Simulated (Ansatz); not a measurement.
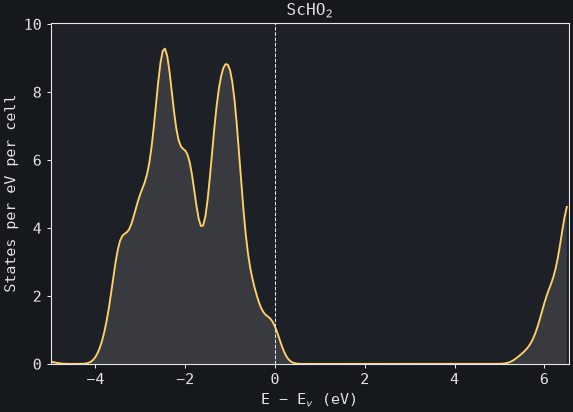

Density of states. Energies are counted from the top of the valence band. The curve is built from the levels of the k mesh with Gaussians 0.4 eV wide, which also blur the band edges.

The material is ScHO₂, space group P6_3/mmc (No. 194), 8 atoms in the cell.

Method: DFT, HSE06, plane waves, PAW, no spin polarisation, 6×6×2 k mesh (Ansatz 0.2.0).

Is there a gap at the Fermi level, and how wide?

There is a gap; over the k points computed it is 5.51 eV (indirect; the smallest direct gap is 5.97 eV).

How wide is the upper valence band?

The upper group of valence states starts about 3.7 eV under the valence-band top, with a gap beneath it; it holds about 20 electrons a cell.
